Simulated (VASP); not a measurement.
Run report: AlGa7N8, geometry relaxation (part 3 of 5)

The same run, continued: AlGa7N8 (P3m1, 16 atoms in the cell); Kohn-Sham DFT of a periodic cell, PBEsol, VASP PAW PBE potentials, recommended, no spin polarisation (VASP 6.6.1); cutoff 600 eV, 6×6×5 k-mesh, Gaussian smearing of 0.03 eV. The structure was built on a prototype by a generator; it need not be a known phase.

Geometry of the input (Å; fractional positions):
```
0.0000  0.0000  -5.1492
3.1697  5.4900  0.0000
3.1697  -5.4900  0.0000
Al 0.0000  0.1667  0.3333
Ga 0.0000  0.1667  0.8333
Ga 0.0000  0.6667  0.3333
Ga 0.0000  0.6667  0.8333
Ga 0.5000  0.3333  0.6667
Ga 0.5000  0.3333  0.1667
Ga 0.5000  0.8333  0.6667
Ga 0.5000  0.8333  0.1667
N  0.6250  0.1667  0.3333
N  0.6250  0.1667  0.8333
N  0.6250  0.6667  0.3333
N  0.6250  0.6667  0.8333
N  0.1250  0.3333  0.6667
N  0.1250  0.3333  0.1667
N  0.1250  0.8333  0.6667
N  0.1250  0.8333  0.1667
```

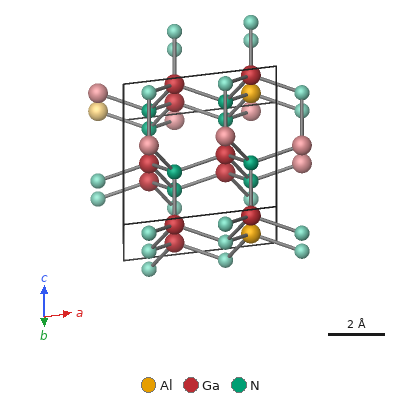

Fig. 1: The structure as given in the input (ball-and-stick view of the cell of the calculation, set on other vectors, seen at an oblique angle; neighbours outside the cell are drawn fainter). An atom can appear more than once, as a periodic image.

### Parts of OUTCAR, continued
```
 -----------------------------------------------------------------------------
  energy-cutoff  :      600.00
  volume of cell :      179.78
      direct lattice vectors                 reciprocal lattice vectors
     0.000000000  0.000000000 -5.161652233     0.000000000  0.000000000 -0.193736415
     3.170871218  5.492110055  0.000000000     0.157685370  0.091039691  0.000000000
     3.170871218 -5.492110055 -0.000000000     0.157685370 -0.091039691 -0.000000000

 POSITION                                       TOTAL-FORCE (eV/Angst)
 -----------------------------------------------------------------------------------
      1.58544     -0.91535     -0.00718        -0.000000     -0.000000     -0.012879
      3.17355     -3.65986     -0.00624         0.001240      0.000716      0.005766
      3.16819      1.83225     -0.00624        -0.001240      0.000716      0.005766
      4.75631     -0.91845     -0.00624        -0.000000     -0.001432      0.005766
      3.16323     -1.82629     -2.58391         0.002972     -0.001716      0.000241
      1.58544      0.90653     -2.58391        -0.000000      0.003432      0.000241
      4.75631      0.91535     -2.58614        -0.000000     -0.000000      0.004016
      3.17851      3.66582     -2.58391        -0.002972     -0.001716      0.000241
      1.58544     -0.91535     -3.26920        -0.000000     -0.000000     -0.012122
      3.17352     -3.65988     -3.21691        -0.002690     -0.001553     -0.001098
      3.16822      1.83223     -3.21691         0.002690     -0.001553     -0.001098
      4.75631     -0.91841     -3.21691        -0.000000      0.003106     -0.001098
      3.13867     -1.81211     -0.62830         0.000636     -0.000367      0.001081
      1.58544      0.87817     -0.62830        -0.000000      0.000735      0.001081
      4.75631      0.91535     -0.63966        -0.000000     -0.000000      0.003016
      3.20307      3.68000     -0.62830        -0.000636     -0.000367      0.001081
 -----------------------------------------------------------------------------------
    total drift:                                0.000026      0.000133     -0.000358

  FREE ENERGIE OF THE ION-ELECTRON SYSTEM (eV)
  ---------------------------------------------------
  free  energy   TOTEN  =      -107.5762706621 eV

  energy  without entropy=     -107.5762706621  energy(sigma->0) =     -107.57627066

--------------------------------------- Ionic step       10  -------------------------------------------

 number of electron     134.0000023 magnetization

------------------------ aborting loop because EDIFF is reached ----------------------------------------

  FORCE on cell =-STRESS in cart. coord.  units (eV):
  Direction    XX          YY          ZZ          XY          YZ          ZX
  --------------------------------------------------------------------------------------
  -------------------------------------------------------------------------------------
  Total        0.0548321      0.0548321      0.0056186      0.0000000      0.0000000      0.0000000
  in kB        0.4886787      0.4886787      0.0500746      0.0000000      0.0000000      0.0000000
  external PRESSURE =       0.3424773 kB  Pullay stress =       0.0000000 kB

 VOLUME and BASIS-vectors are now :
 -----------------------------------------------------------------------------
  energy-cutoff  :      600.00
  volume of cell :      179.77
      direct lattice vectors                 reciprocal lattice vectors
     0.000000000  0.000000000 -5.161583742     0.000000000  0.000000000 -0.193738986
     3.170839360  5.492054877  0.000000000     0.157686954  0.091040605  0.000000000
     3.170839360 -5.492054877 -0.000000000     0.157686954 -0.091040605 -0.000000000

 POSITION                                       TOTAL-FORCE (eV/Angst)
 -----------------------------------------------------------------------------------
      1.58542     -0.91534     -0.00737         0.000000     -0.000000     -0.010174
      3.17353     -3.65982     -0.00619         0.001268      0.000732      0.003588
      3.16815      1.83224     -0.00619        -0.001268      0.000732      0.003588
      4.75626     -0.91844     -0.00619         0.000000     -0.001464      0.003588
      3.16321     -1.82628     -2.58391         0.001542     -0.000890      0.001832
      1.58542      0.90653     -2.58391         0.000000      0.001780      0.001832
      4.75626      0.91534     -2.58619         0.000000     -0.000000      0.008861
      3.17847      3.66577     -2.58391        -0.001542     -0.000890      0.001832
      1.58542     -0.91534     -3.26923         0.000000     -0.000000     -0.011326
      3.17356     -3.65980     -3.21677        -0.004258     -0.002458     -0.003052
      3.16812      1.83226     -3.21677         0.004258     -0.002458     -0.003052
      4.75626     -0.91849     -3.21677         0.000000      0.004917     -0.003052
      3.13864     -1.81209     -0.62833         0.001074     -0.000620      0.001534
      1.58542      0.87816     -0.62833         0.000000      0.001240      0.001534
      4.75626      0.91534     -0.63956         0.000000     -0.000000      0.000936
      3.20304      3.67996     -0.62833        -0.001074     -0.000620      0.001534
 -----------------------------------------------------------------------------------
    total drift:                                0.000026      0.000133     -0.001254

  FREE ENERGIE OF THE ION-ELECTRON SYSTEM (eV)
  ---------------------------------------------------
  free  energy   TOTEN  =      -107.5762719942 eV

  energy  without entropy=     -107.5762719942  energy(sigma->0) =     -107.57627199

--------------------------------------- Ionic step       11  -------------------------------------------

 number of electron     134.0000023 magnetization

 Free energy of the ion-electron system (eV)
  ---------------------------------------------------
  ext. energy  EPLUGINS =         0.00000000
  ---------------------------------------------------
  free energy    TOTEN  =      -107.57628768 eV

  energy without entropy =     -107.57628768  energy(sigma->0) =     -107.57628768

 E-fermi :   5.5246     XC(G=0): -11.8423     alpha+bet :-13.7686

 val. band max:        5.3344297747   @ k =   0.0000   0.0000   0.0000
 cond. band min:       7.4999129380   @ k =   0.0000   0.0000   0.0000
 fundamental gap:      2.1654831632
 Fermi energy:         5.5246402309

 k-point     1 :       0.0000    0.0000    0.0000
  band No.  band energies     occupation
      1     -10.5851      2.00000
      2      -9.6128      2.00000
      3      -9.6018      2.00000
      4      -9.6018      2.00000
      5      -9.5958      2.00000
      6      -9.2773      2.00000
      7      -9.2773      2.00000
      8      -9.2567      2.00000
      9      -7.9701      2.00000
     10      -7.9533      2.00000
     11      -7.9533      2.00000
     12      -7.9187      2.00000
     13      -7.9187      2.00000
     14      -7.9009      2.00000
     15      -7.8843      2.00000
     16      -7.8762      2.00000
     17      -7.8762      2.00000
     18      -7.8224      2.00000
     19      -7.8224      2.00000
     20      -7.7786      2.00000
     21      -7.7786      2.00000
     22      -7.7645      2.00000
     23      -7.7397      2.00000
     24      -7.7352      2.00000
     25      -7.7352      2.00000
     26      -7.7100      2.00000
     27      -7.7015      2.00000
     28      -7.7015      2.00000
     29      -7.6763      2.00000
     30      -7.6763      2.00000
     31      -7.6260      2.00000
     32      -7.6260      2.00000
     33      -7.6230      2.00000
     34      -7.5847      2.00000
     35      -7.5847      2.00000
     36      -7.5832      2.00000
     37      -6.6540      2.00000
     38      -6.6540      2.00000
     39      -6.6283      2.00000
     40      -6.3834      2.00000
     41      -6.0346      2.00000
     42      -6.0346      2.00000
     43      -6.0148      2.00000
     44      -1.7148      2.00000
     45      -1.1457      2.00000
     46      -1.1457      2.00000
     47      -0.9209      2.00000
     48       0.0332      2.00000
     49       0.0332      2.00000
     50       0.3868      2.00000
     51       1.1452      2.00000
     52       1.1452      2.00000
     53       1.2819      2.00000
     54       2.6409      2.00000
     55       2.6472      2.00000
     56       2.6472      2.00000
     57       3.1031      2.00000
     58       3.1031      2.00000
     59       3.1607      2.00000
     60       4.2533      2.00000
     61       4.2533      2.00000
     62       4.4059      2.00000
     63       4.4059      2.00000
     64       4.4297      2.00000
     65       5.2837      2.00000
     66       5.3344      2.00000
     67       5.3344      2.00000
     68       7.4999      0.00000
     69       9.7776      0.00000
     70      10.2634      0.00000
     71      10.2634      0.00000
     72      10.5088      0.00000
     73      10.9391      0.00000
     74      10.9719      0.00000
     75      10.9719      0.00000
     76      11.3149      0.00000
     77      11.3149      0.00000
     78      11.8942      0.00000
     79      14.0303      0.00000

 k-point     2 :       0.1667    0.0000    0.0000
  band No.  band energies     occupation
      1     -10.4997      2.00000
      2      -9.6278      2.00000
      3      -9.5849      2.00000
      4      -9.5815      2.00000
      5      -9.5815      2.00000
      6      -9.2726      2.00000
      7      -9.2671      2.00000
      8      -9.2671      2.00000
      9      -7.9585      2.00000
     10      -7.9525      2.00000
     11      -7.9525      2.00000
     12      -7.9237      2.00000
     13      -7.9237      2.00000
     14      -7.8873      2.00000
     15      -7.8829      2.00000
     16      -7.8825      2.00000
     17      -7.8825      2.00000
     18      -7.8202      2.00000
     19      -7.8202      2.00000
     20      -7.8026      2.00000
     21      -7.7817      2.00000
     22      -7.7817      2.00000
     23      -7.7515      2.00000
     24      -7.7515      2.00000
     25      -7.7198      2.00000
     26      -7.7058      2.00000
     27      -7.6845      2.00000
     28      -7.6845      2.00000
     29      -7.6709      2.00000
     30      -7.6709      2.00000
     31      -7.6271      2.00000
     32      -7.6271      2.00000
     33      -7.6227      2.00000
     34      -7.5895      2.00000
     35      -7.5885      2.00000
     36      -7.5885      2.00000
     37      -6.8002      2.00000
     38      -6.6385      2.00000
     39      -6.6385      2.00000
     40      -6.4423      2.00000
     41      -6.0758      2.00000
     42      -6.0758      2.00000
     43      -6.0590      2.00000
     44      -1.3180      2.00000
     45      -1.3180      2.00000
     46      -1.2798      2.00000
     47      -1.0255      2.00000
     48      -0.2827      2.00000
     49      -0.2827      2.00000
     50       0.1031      2.00000
     51       1.6180      2.00000
     52       1.6180      2.00000
     53       1.6925      2.00000
     54       2.7442      2.00000
     55       2.7442      2.00000
     56       2.7448      2.00000
     57       3.4302      2.00000
     58       3.4302      2.00000
     59       3.4465      2.00000
     60       4.1788      2.00000
     61       4.1788      2.00000
     62       4.2880      2.00000
     63       4.4093      2.00000
     64       4.4093      2.00000
     65       4.5247      2.00000
     66       5.2646      2.00000
     67       5.2646      2.00000
     68       8.1350      0.00000
     69       9.7953      0.00000
     70       9.9977      0.00000
     71       9.9977      0.00000
     72      10.1227      0.00000
     73      10.3432      0.00000
     74      10.3432      0.00000
     75      10.7188      0.00000
     76      12.3751      0.00000
     77      12.3751      0.00000
     78      12.6295      0.00000
     79      13.5610      0.00000

 k-point     3 :       0.3333    0.0000    0.0000
  band No.  band energies     occupation
      1     -10.2707      2.00000
      2      -9.7397      2.00000
      3      -9.5400      2.00000
      4      -9.5400      2.00000
      5      -9.5268      2.00000
      6      -9.3129      2.00000
      7      -9.2462      2.00000
      8      -9.2462      2.00000
      9      -7.9498      2.00000
     10      -7.9498      2.00000
     11      -7.9324      2.00000
     12      -7.9324      2.00000
     13      -7.9238      2.00000
     14      -7.9021      2.00000
     15      -7.9021      2.00000
     16      -7.8839      2.00000
     17      -7.8500      2.00000
     18      -7.8346      2.00000
     19      -7.8346      2.00000
     20      -7.8027      2.00000
     21      -7.7855      2.00000
     22      -7.7855      2.00000
     23      -7.7507      2.00000
     24      -7.7274      2.00000
     25      -7.7274      2.00000
     26      -7.6830      2.00000
     27      -7.6817      2.00000
     28      -7.6817      2.00000
     29      -7.6617      2.00000
     30      -7.6617      2.00000
     31      -7.6334      2.00000
     32      -7.6334      2.00000
     33      -7.6216      2.00000
     34      -7.6013      2.00000
     35      -7.5952      2.00000
     36      -7.5952      2.00000
     37      -7.2703      2.00000
     38      -6.5946      2.00000
     39      -6.5946      2.00000
     40      -6.4101      2.00000
     41      -6.1764      2.00000
     42      -6.1764      2.00000
     43      -6.1457      2.00000
     44      -1.4707      2.00000
     45      -1.4707      2.00000
     46      -1.2761      2.00000
     47      -0.8622      2.00000
     48      -0.8621      2.00000
     49      -0.5162      2.00000
     50       0.0847      2.00000
     51       2.5380      2.00000
     52       2.5947      2.00000
     53       2.5947      2.00000
     54       3.0216      2.00000
     55       3.0216      2.00000
     56       3.0369      2.00000
     57       3.1321      2.00000
     58       3.7828      2.00000
     59       3.8069      2.00000
     60       3.8069      2.00000
     61       3.8676      2.00000
     62       3.8676      2.00000
     63       3.9219      2.00000
     64       4.5603      2.00000
     65       4.5603      2.00000
     66       5.0806      2.00000
     67       5.0806      2.00000
     68       9.0878      0.00000
     69       9.4281      0.00000
     70       9.4281      0.00000
     71       9.5847      0.00000
     72       9.9684      0.00000
     73      10.2778      0.00000
     74      10.2778      0.00000
     75      10.5366      0.00000
     76      12.7837      0.00000
     77      12.7837      0.00000
     78      13.0586      0.00000
     79      13.2978      0.00000

 k-point     4 :       0.5000    0.0000    0.0000
  band No.  band energies     occupation
      1     -10.0214      2.00000
      2      -9.9294      2.00000
      3      -9.5187      2.00000
      4      -9.5187      2.00000
      5      -9.4881      2.00000
      6      -9.3417      2.00000
      7      -9.2353      2.00000
      8      -9.2353      2.00000
      9      -7.9471      2.00000
     10      -7.9471      2.00000
     11      -7.9311      2.00000
     12      -7.9311      2.00000
     13      -7.9267      2.00000
     14      -7.9222      2.00000
     15      -7.9222      2.00000
     16      -7.8547      2.00000
     17      -7.8444      2.00000
     18      -7.8444      2.00000
     19      -7.8027      2.00000
     20      -7.7954      2.00000
     21      -7.7804      2.00000
     22      -7.7804      2.00000
     23      -7.7048      2.00000
     24      -7.7048      2.00000
     25      -7.6811      2.00000
     26      -7.6811      2.00000
     27      -7.6775      2.00000
     28      -7.6704      2.00000
     29      -7.6632      2.00000
     30      -7.6632      2.00000
     31      -7.6418      2.00000
     32      -7.6418      2.00000
     33      -7.6328      2.00000
     34      -7.6206      2.00000
     35      -7.6069      2.00000
     36      -7.5981      2.00000
     37      -7.5981      2.00000
     38      -6.5598      2.00000
     39      -6.5598      2.00000
     40      -6.3585      2.00000
     41      -6.2425      2.00000
     42      -6.2425      2.00000
     43      -6.2122      2.00000
     44      -1.3552      2.00000
     45      -1.3552      2.00000
     46      -1.2791      2.00000
     47      -1.2732      2.00000
     48      -1.2731      2.00000
     49      -0.7539      2.00000
     50       1.3630      2.00000
     51       1.6961      2.00000
     52       3.3236      2.00000
     53       3.3419      2.00000
     54       3.3419      2.00000
     55       3.4387      2.00000
     56       3.4408      2.00000
     57       3.4408      2.00000
     58       3.4842      2.00000
     59       3.5269      2.00000
     60       3.5269      2.00000
     61       3.5520      2.00000
     62       3.5520      2.00000
     63       3.5737      2.00000
     64       4.7303      2.00000
     65       4.7303      2.00000
     66       4.9019      2.00000
     67       4.9019      2.00000
     68       9.6657      0.00000
     69       9.6862      0.00000
     70       9.6862      0.00000
     71       9.7449      0.00000
     72       9.7449      0.00000
     73       9.7511      0.00000
     74       9.7824      0.00000
     75      10.1970      0.00000
     76      12.7848      0.00000
     77      12.7848      0.00000
     78      13.1448      0.00000
     79      13.2282      0.00000
```
